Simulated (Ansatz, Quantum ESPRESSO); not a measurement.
# black phosphorene, 1 layer against a metal electrode: the electrode's level over the Fermi level at a withheld member of a series

**Set-up.** Quantum ESPRESSO 7.5, PBE, GBRV ultrasoft. The slab is relaxed neutral under PBE-D3(BJ), then held. ESM with bc3: vacuum below and a metal electrode about 6 Å above the top atoms. Fermi-Dirac smearing of 0.004 Ry and a dense mesh. Charges are set per cell from the starting area. The series steps the charge of the slab (positive: electrons removed).

```tsv
charge of the slab	electrode's level over the Fermi level (eV)
1 ×10¹³ e/cm²	5.810
2 ×10¹³ e/cm²	6.782
3 ×10¹³ e/cm²	7.742
4.5 ×10¹³ e/cm²	9.166
6 ×10¹³ e/cm²	10.584
7 ×10¹³ e/cm²	11.529
```

To predict: What is the electrode's level over the Fermi level at 8 ×10¹³ e/cm²?

**Worked estimate.** The rows at 6 ×10¹³ e/cm² and 7 ×10¹³ e/cm² give a slope of (11.529 − (10.584))/(7 − (6)) = 0.945, so a straight line gives 12.474 eV. A parabola through these and the row at 4.5 ×10¹³ e/cm² gives 12.474 eV.

What the calculation gave: 12.478 eV. The line misses by −0.004 and the parabola by −0.004 eV. Both misses are under 5 % of the step from the nearer row.

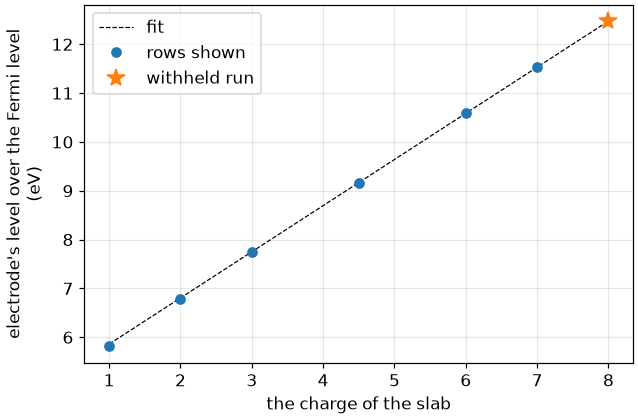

The rows shown, the fit and the withheld run.

**Limits.** Vacuum fills the gap; ions don't answer the charge; added electrons can spill towards the electrode at the most negative charges. Charges count on the starting cell, which the relaxation changed by some per cent. Members without a usable value, or on the other side of zero field or charge, are not listed.

[Logs are printed without paths, hosts, clocks, repeated set-up lines and the standing remarks that a program may print on its own settings, such as how far it seeks lower states.]
